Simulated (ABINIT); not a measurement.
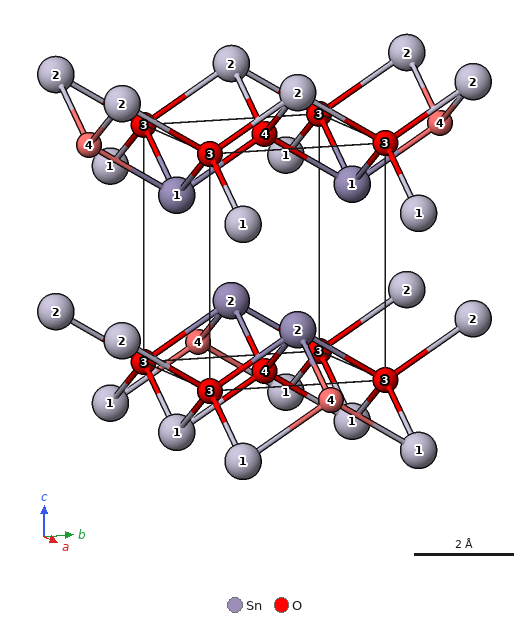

**Figure 1.** The structure (ball-and-stick view of the cell of the calculation, seen slightly off an axis; neighbours outside the cell are drawn fainter; atoms are numbered from 1 in the order of the input). An atom can appear more than once, as a periodic image. Near neighbours in the periodic cell (some may lie outside the picture): Sn has 4 O at 2.23 Å; O has 4 Sn at 2.23 Å.

## Dielectric calculation, with input and output: SnO (part 1 of 3)

- system: SnO (P4/nmm, 4 atoms in the cell)
- method: Kohn-Sham DFT of a periodic cell, LDA, PseudoDojo NC SR LDA v0.4.1 standard, no spin polarisation (ABINIT 10.8.3)

The structure derives from a Materials Project entry.

## Input file
```
# Datasets
ndtset 3

# Pseudopotentials
pp_dirpath "./"
pseudos "Sn.upf, O.upf"

# Structure
acell 3*1.0
rprim
     7.2068394886     0.0000000000     0.0000000000
     0.0000000000     7.2068394886     0.0000000000
     0.0000000000     0.0000000000     9.2349277318
ntypat 2
znucl 50 8
natom 4
typat 1 1 2 2
xred
            1/2            0.0   0.7646261400
            0.0            1/2   0.2353738600
            0.0            0.0            0.0
            1/2            1/2            0.0

# Plane-wave basis
ecut 35.0

# k points
ngkpt 4 4 4
nshiftk 1
shiftk 0.5 0.5 0.5

# Exchange and correlation
ixc 7

# Bands and occupations
nband 20
occopt 1

# SCF cycle
nstep 80
diemac 6.0

# Output
prteig 0
prtebands 0
prtwf 0
prtden 0
prtpot 0

# Dataset 1: ground state
kptopt1 1
tolvrs1 1.0e-15
prtwf1 1

# Dataset 2: derivatives of the wave functions by k
iscf2 -3
rfelfd2 2
rfdir2 1 1 1
getwfk2 1
kptopt2 2
nqpt2 1
qpt2 0.0 0.0 0.0
tolwfr2 1.0e-18
prtwf2 1

# Dataset 3: response at q = 0 to electric field
rfelfd3 3
rfdir3 1 1 1
getwfk3 1
getddk3 2
kptopt3 2
nqpt3 1
qpt3 0.0 0.0 0.0
tolvrs3 1.0e-10
```

## File mrgddb.in
```
merged_DDB
SnO
2
runo_DS1_DDB
runo_DS3_DDB
```

## File anaddb.abi
```
ddb_filepath "merged_DDB"
output_file "anaddb.abo"
outdata_prefix "ana"
asr 2
chneut 1
dipdip 1
dieflag 2
enunit 0
```

Machine: 4 threads of Intel Xeon (Granite Rapids), 128 GiB of memory available, shared host.

Launch command:
```bash
mpirun --bind-to none -np 4 abinit run.abi > log 2>&1
mrgddb < mrgddb.in > mrgddb.log 2>&1
anaddb anaddb.abi > anaddb.log 2>&1
```

## What the program printed
```
.Version 10.8.3 of ABINIT
 DATASET    1 : space group P4/n m m (#129); Bravais tP (primitive tetrag.)
================================================================================
 Values of the parameters that define the memory need for DATASET  1.
     intxc =       0    ionmov =       0      iscf =       7    lmnmax =       6
     lnmax =       6     mgfft =      50  mpssoang =       3    mqgrid =    3001
     natom =       4  nloc_mem =       1    nspden =       1   nspinor =       1
    nsppol =       1      nsym =      16    n1xccc =    2501    ntypat =       2
    occopt =       1   xclevel =       1
       mpw =        4764          nfft =       80000          nkpt =           6
================================================================================
================================================================================

 DATASET    2 : space group P4/n m m (#129); Bravais tP (primitive tetrag.)
================================================================================
 Values of the parameters that define the memory need for DATASET  2 (RF).
     intxc =       0      iscf =      -3    lmnmax =       6     lnmax =       6
     mgfft =      50  mpssoang =       3    mqgrid =    3001     natom =       4
  nloc_mem =       1    nspden =       1   nspinor =       1    nsppol =       1
      nsym =      16    n1xccc =    2501    ntypat =       2    occopt =       1
   xclevel =       1
      nfft =       80000          nkpt =          32
================================================================================
================================================================================

 DATASET    3 : space group P4/n m m (#129); Bravais tP (primitive tetrag.)
================================================================================
 Values of the parameters that define the memory need for DATASET  3 (RF).
     intxc =       0      iscf =       7    lmnmax =       6     lnmax =       6
     mgfft =      50  mpssoang =       3    mqgrid =    3001     natom =       4
  nloc_mem =       1    nspden =       1   nspinor =       1    nsppol =       1
      nsym =      16    n1xccc =    2501    ntypat =       2    occopt =       1
   xclevel =       1
      nfft =       80000          nkpt =          32
================================================================================
================================================================================

--------------------------------------------------------------------------------
------------- Echo of variables that govern the present computation ------------
--------------------------------------------------------------------------------
 -outvars: echo values of preprocessed input variables --------
            acell      1.0000000000E+00  1.0000000000E+00  1.0000000000E+00 Bohr
              amu      1.18710000E+02  1.59994000E+01
           diemac      6.00000000E+00
             ecut      3.50000000E+01 Hartree
           getddk1          0
           getddk2          0
           getddk3          2
           getwfk1          0
           getwfk2          1
           getwfk3          1
             iscf1          7
             iscf2         -3
             iscf3          7
              ixc           7
           jdtset        1    2    3
           kptopt1          1
           kptopt2          2
           kptopt3          2
         kptrlatt        4    0    0      0    4    0      0    0    4
          kptrlen      2.88273580E+01
            natom           4
            nband1         20
            nband2         20
            nband3         20
           ndtset           3
            ngfft          40      40      50
             nkpt1          6
             nkpt2         32
             nkpt3         32
             nqpt1          0
             nqpt2          1
             nqpt3          1
            nstep          80
             nsym          16
           ntypat           2
        optdriver1          0
        optdriver2          1
        optdriver3          1
           prtden           0
        prtebands           0
           prteig           0
            prtwf1          1
            prtwf2          1
            prtwf3          0
           rfelfd1          0
           rfelfd2          2
           rfelfd3          3
            rprim      7.2068394886E+00  0.0000000000E+00  0.0000000000E+00
                       0.0000000000E+00  7.2068394886E+00  0.0000000000E+00
                       0.0000000000E+00  0.0000000000E+00  9.2349277318E+00
           shiftk      5.00000000E-01  5.00000000E-01  5.00000000E-01
          spgroup         129
           tolvrs1     1.00000000E-15
           tolvrs2     0.00000000E+00
           tolvrs3     1.00000000E-10
           tolwfr1     0.00000000E+00
           tolwfr2     1.00000000E-18
           tolwfr3     0.00000000E+00
            typat      1  1  2  2
           xangst      1.9068476087E+00  0.0000000000E+00  3.7366616506E+00
                       0.0000000000E+00  1.9068476087E+00  1.1502516461E+00
                       0.0000000000E+00  0.0000000000E+00  0.0000000000E+00
                       1.9068476087E+00  1.9068476087E+00  0.0000000000E+00
            xcart      3.6034197443E+00  0.0000000000E+00  7.0612671447E+00
                       0.0000000000E+00  3.6034197443E+00  2.1736605871E+00
                       0.0000000000E+00  0.0000000000E+00  0.0000000000E+00
                       3.6034197443E+00  3.6034197443E+00  0.0000000000E+00
             xred      5.0000000000E-01  0.0000000000E+00  7.6462614000E-01
                       0.0000000000E+00  5.0000000000E-01  2.3537386000E-01
                       0.0000000000E+00  0.0000000000E+00  0.0000000000E+00
                       5.0000000000E-01  5.0000000000E-01  0.0000000000E+00
            znucl       50.00000    8.00000

================================================================================

 chkinp: Checking input parameters for consistency, jdtset=   1.

 chkinp: Checking input parameters for consistency, jdtset=   2.

 chkinp: Checking input parameters for consistency, jdtset=   3.

================================================================================
== DATASET  1 ==================================================================

--- !DatasetInfo
iteration_state: {dtset: 1, }
dimensions: {natom: 4, nkpt: 6, mband: 20, nsppol: 1, nspinor: 1, nspden: 1, mpw: 4764, }
cutoff_energies: {ecut:  35.0, pawecutdg:  -1.0, }
electrons: {nelect:   4.00000000E+01, charge:   0.00000000E+00, occopt:   1.00000000E+00, tsmear:   1.00000000E-02, }
meta: {optdriver: 0, ionmov: 0, optcell: 0, iscf: 7, paral_kgb: 0, }
...

 Exchange-correlation functional for the present dataset will be:
  LDA: Perdew-Wang 92 LSD fit to Ceperley-Alder data - ixc=7
  J.P.Perdew and Y.Wang, PRB 45, 13244 (1992)

 Real(R)+Recip(G) space primitive vectors, cartesian coordinates (Bohr,Bohr^-1):
 R(1)=  7.2068395  0.0000000  0.0000000  G(1)=  0.1387571  0.0000000  0.0000000
 R(2)=  0.0000000  7.2068395  0.0000000  G(2)=  0.0000000  0.1387571  0.0000000
 R(3)=  0.0000000  0.0000000  9.2349277  G(3)=  0.0000000  0.0000000  0.1082846
 Unit cell volume ucvol=  4.7964862E+02 bohr^3
 Angles (23,13,12)=  9.00000000E+01  9.00000000E+01  9.00000000E+01 degrees

 getcut: wavevector=  0.0000  0.0000  0.0000  ngfft=  40  40  50
         ecut(hartree)=     35.000   => boxcut(ratio)=   2.03300

--- Pseudopotential description ------------------------------------------------
- pspini: atom type   1  psp file is ./Sn.upf
  50.00000  14.00000  180309                  znucl, zion, pspdat
12 -1012 2 -1 1608                            pspcod,pspxc,lmax,lloc,mmax
     nproj     2     2     2

- pspini: atom type   2  psp file is ./O.upf
   8.00000   6.00000  201201                  znucl, zion, pspdat
12 -1012 2 -1 926                             pspcod,pspxc,lmax,lloc,mmax
     nproj     2     2     1

   3.10050884E+03                                ecore*ucvol(ha*bohr**3)
--------------------------------------------------------------------------------

================================================================================

--- !BeginCycle
iteration_state: {dtset: 1, }
solver: {iscf: 7, nstep: 80, nline: 4, wfoptalg: 0, }
tolerances: {tolvrs: 1.00E-15, }
...

     iter   Etot(hartree)      deltaE(h)  residm     vres2
 ETOT  1  -188.62508231624    -1.886E+02 3.333E-01 3.467E+02
 ETOT  2  -190.10598292281    -1.481E+00 1.200E-01 2.267E+02
 ETOT  3  -190.17539905750    -6.942E-02 3.059E-03 1.776E+02
 ETOT  4  -190.15979319626     1.561E-02 1.985E-04 2.842E+02
 ETOT  5  -190.20211898359    -4.233E-02 3.512E-04 1.027E+01
 ETOT  6  -190.20287022762    -7.512E-04 1.889E-05 2.712E+00
 ETOT  7  -190.20310500233    -2.348E-04 2.150E-06 1.668E-01
 ETOT  8  -190.20312018967    -1.519E-05 5.803E-07 1.079E-03
 ETOT  9  -190.20312036051    -1.708E-07 7.775E-09 2.228E-04
 ETOT 10  -190.20312038377    -2.326E-08 3.579E-10 5.427E-06
 ETOT 11  -190.20312038466    -8.968E-10 4.890E-11 4.533E-07
 ETOT 12  -190.20312038474    -7.606E-11 3.156E-12 1.435E-08
 ETOT 13  -190.20312038474    -1.705E-12 8.698E-13 1.182E-10
 ETOT 14  -190.20312038475    -7.930E-12 4.393E-14 4.098E-12
 ETOT 15  -190.20312038473     1.378E-11 1.296E-14 4.614E-13
 ETOT 16  -190.20312038474    -5.826E-12 6.649E-16 1.982E-14
 ETOT 17  -190.20312038474    -3.951E-12 1.996E-16 6.291E-16

 At SCF step   17       vres2   =  6.29E-16 < tolvrs=  1.00E-15 =>converged.

 Cartesian components of stress tensor (hartree/bohr^3)
  sigma(1 1)=  1.34846754E-04  sigma(3 2)=  0.00000000E+00
  sigma(2 2)=  1.34846754E-04  sigma(3 1)=  0.00000000E+00
  sigma(3 3)=  1.24356433E-04  sigma(2 1)=  0.00000000E+00

--- !ResultsGS
iteration_state: {dtset: 1, }
comment   : Summary of ground state results
lattice_vectors:
- [  7.2068395,   0.0000000,   0.0000000, ]
- [  0.0000000,   7.2068395,   0.0000000, ]
- [  0.0000000,   0.0000000,   9.2349277, ]
lattice_lengths: [   7.20684,    7.20684,    9.23493, ]
lattice_angles: [ 90.000,  90.000,  90.000, ] # degrees, (23, 13, 12)
lattice_volume:   4.7964862E+02
convergence: {deltae: -3.951E-12, res2:  6.291E-16, residm:  1.996E-16, diffor: null, }
etotal    :  -1.90203120E+02
entropy   :   0.00000000E+00
fermie    :   1.83450773E-01
cartesian_stress_tensor: # hartree/bohr^3
- [  1.34846754E-04,   0.00000000E+00,   0.00000000E+00, ]
- [  0.00000000E+00,   1.34846754E-04,   0.00000000E+00, ]
- [  0.00000000E+00,   0.00000000E+00,   1.24356433E-04, ]
pressure_GPa:  -3.8644E+00
xred      :
- [  5.0000E-01,   0.0000E+00,   7.6463E-01, Sn]
- [  0.0000E+00,   5.0000E-01,   2.3537E-01, Sn]
- [  0.0000E+00,   0.0000E+00,   0.0000E+00,  O]
- [  5.0000E-01,   5.0000E-01,   0.0000E+00,  O]
cartesian_forces: # hartree/bohr
- [  2.25761323E-31,  -0.00000000E+00,   3.99612335E-03, ]
- [ -7.52537743E-32,  -0.00000000E+00,  -3.99612335E-03, ]
- [ -7.52537743E-32,  -0.00000000E+00,  -0.00000000E+00, ]
- [ -7.52537743E-32,  -0.00000000E+00,  -0.00000000E+00, ]
force_length_stats: {min:   7.52537743E-32, max:   3.99612335E-03, mean:   1.99806168E-03, }
...

 Integrated electronic density in atomic spheres:
 ------------------------------------------------
 Atom  Sphere_radius  Integrated_density
    1        2.00000         10.51954181
    2        2.00000         10.51954181
    3        2.00000          6.17429810
    4        2.00000          6.17429810
================================================================================

 ----iterations are completed or convergence reached----

 Mean square residual over all n,k,spin=   17.473E-19; max=  19.961E-17
 reduced coordinates (array xred) for    4 atoms
       0.500000000000      0.000000000000      0.764626140000
       0.000000000000      0.500000000000      0.235373860000
       0.000000000000      0.000000000000      0.000000000000
       0.500000000000      0.500000000000      0.000000000000
 rms dE/dt=  1.5066E-02; max dE/dt=  3.6904E-02; dE/dt below (all hartree)
    1      -0.000000000000      0.000000000000     -0.036903910370
    2       0.000000000000      0.000000000000      0.036903910370
    3       0.000000000000      0.000000000000      0.000000000000
    4       0.000000000000      0.000000000000      0.000000000000

 cartesian coordinates (angstrom) at end:
    1      1.90684760870785     0.00000000000000     3.73666165056225
    2      0.00000000000000     1.90684760870785     1.15025164612710
    3      0.00000000000000     0.00000000000000     0.00000000000000
    4      1.90684760870785     1.90684760870785     0.00000000000000

 cartesian forces (hartree/bohr) at end:
    1      0.00000000000000    -0.00000000000000     0.00399612335272
    2     -0.00000000000000    -0.00000000000000    -0.00399612335272
    3     -0.00000000000000    -0.00000000000000    -0.00000000000000
    4     -0.00000000000000    -0.00000000000000    -0.00000000000000
 frms,max,avg= 1.6314105E-03 3.9961234E-03   0.000E+00  0.000E+00  0.000E+00 h/b

 cartesian forces (eV/Angstrom) at end:
    1      0.00000000000000    -0.00000000000000     0.20548892482650
    2     -0.00000000000000    -0.00000000000000    -0.20548892482650
    3     -0.00000000000000    -0.00000000000000    -0.00000000000000
    4     -0.00000000000000    -0.00000000000000    -0.00000000000000
 frms,max,avg= 8.3890502E-02 2.0548892E-01   0.000E+00  0.000E+00  0.000E+00 e/A
 length scales=  1.000000000000  1.000000000000  1.000000000000 bohr
              =  0.529177210544  0.529177210544  0.529177210544 angstroms
 Fermi (or HOMO) energy (hartree) =   0.18345   Average Vxc (hartree)=  -0.39714
 Eigenvalues (hartree) for nkpt=   6  k points:
 kpt#   1, nband= 20, wtk=  0.12500, kpt=  0.1250  0.1250  0.1250 (reduced coord)
  -0.60946   -0.59546   -0.59519   -0.59456   -0.59442   -0.59291   -0.59277   -0.59118
  -0.59067   -0.59062   -0.52931   -0.44342   -0.10803   -0.05052   -0.02718   -0.02093
   0.05172    0.05460    0.08272    0.18345
 prteigrs : prtvol=0 or 1, do not print more k-points.

--- !EnergyTerms
iteration_state     : {dtset: 1, }
comment             : Components of total free energy in Hartree
kinetic             :  1.16064153116990E+02
hartree             :  4.87949947512483E+01
xc                  : -5.16778480634887E+01
Ewald energy        : -1.17059765197546E+02
psp_core            :  6.46412540453755E+00
local_psp           : -1.42772631575769E+02
non_local_psp       : -5.00161488207150E+01
total_energy        : -1.90203120384744E+02
total_energy_eV     : -5.17569057398008E+03
band_energy         : -1.35847750282268E+01
...

 Cartesian components of stress tensor (hartree/bohr^3)
  sigma(1 1)=  1.34846754E-04  sigma(3 2)=  0.00000000E+00
  sigma(2 2)=  1.34846754E-04  sigma(3 1)=  0.00000000E+00
  sigma(3 3)=  1.24356433E-04  sigma(2 1)=  0.00000000E+00

-Cartesian components of stress tensor (GPa)         [Pressure= -3.8644E+00 GPa]
- sigma(1 1)=  3.96732849E+00  sigma(3 2)=  0.00000000E+00
- sigma(2 2)=  3.96732849E+00  sigma(3 1)=  0.00000000E+00
- sigma(3 3)=  3.65869257E+00  sigma(2 1)=  0.00000000E+00

================================================================================
== DATASET  2 ==================================================================

--- !DatasetInfo
iteration_state: {dtset: 2, }
dimensions: {natom: 4, nkpt: 32, mband: 20, nsppol: 1, nspinor: 1, nspden: 1, mpw: 4764, }
cutoff_energies: {ecut:  35.0, pawecutdg:  -1.0, }
electrons: {nelect:   4.00000000E+01, charge:   0.00000000E+00, occopt:   1.00000000E+00, tsmear:   1.00000000E-02, }
meta: {optdriver: 1, rfelfd: 2, }
...

 mkfilename : getwfk/=0, take file _WFK from output of DATASET   1.

 Exchange-correlation functional for the present dataset will be:
  LDA: Perdew-Wang 92 LSD fit to Ceperley-Alder data - ixc=7
  J.P.Perdew and Y.Wang, PRB 45, 13244 (1992)
```
